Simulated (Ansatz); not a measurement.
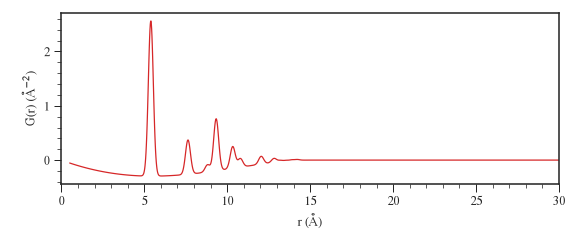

The curve is a calculated X-ray PDF: distances of the static structure, each pair weighted by the product of the atomic numbers (X-ray weights at Q = 0), broadened by Gaussians with σ = 0.15 Å, for spherical particles of Cs with the bulk structure: the bulk G(r) is multiplied by the envelope of a sphere of diameter D, 1 − 3r/2D + r³/2D³, with no surface relaxation. The number density is 0.009 atoms per Å³. Basis of the simulation: the end point of a relaxation at fixed volume with DFT r2SCAN, scalar-relativistic, plane waves, PAW in Ansatz 0.2.0; the starting structure was generated, so it need not be a known form of this composition.

Estimate the particle diameter.

Answer. About 15 Å (1.5 nm): the signal vanishes at r = D, fading from view somewhat earlier.

Roughly how many atoms does one particle hold?

Answer. About 16 (number density 0.009 Å⁻³ times πD³/6).
